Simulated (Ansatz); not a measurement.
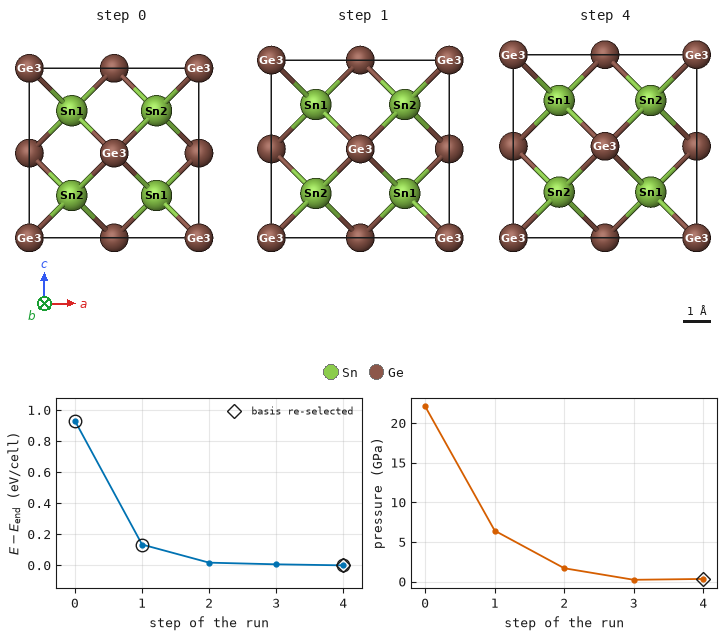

Frames of a relaxation of crystalline Sn2Ge (a generated structure, set up in Fm-3m) (coarse preliminary run), marked on the history of the run. A ball-and-stick model of the conventional cell (4 times the calculation's cell), seen along the b axis. Lengths and directions refer to the drawn axes.

Computed with Ansatz 0.2.0, DFT LDA, scalar-relativistic, plane waves, PAW. (plane-wave cutoff 420 eV; k-point mesh 6 × 6 × 6; occupations gaussian; smearing width 0.1 eV; no spin polarisation; cell and atoms relaxed; force threshold 0.05 eV/Å; at most 80 steps)

### What happens along the run?

The energy falls by 0.931 eV per cell of the calculation in 3 accepted moves (4 points after the start). All forces vanish by symmetry, so only the cell relaxes. Pressure: 22.11 GPa at the start and 0.35 GPa at the end. The SCF was repeated once at an unchanged geometry on a basis and grid sized afresh for the cell, which shifted the energy by 6.7 meV per cell of the calculation at most. The atoms keep their places relative to the cell (all moves are under 0.005 Å). The volume changes by +26.1 %, with a = b = c 6.286 → 6.792 Å (+8.0 %). Some distances before and after: Sn1–Ge3 2.722 → 2.941 Å. The space group stays Fm-3m (No. 225). From step 0 to 1: volume +15.3 %, energy −0.797 eV per cell of the calculation. From step 1 to 4: volume +9.3 %, energy −0.134 eV per cell of the calculation.
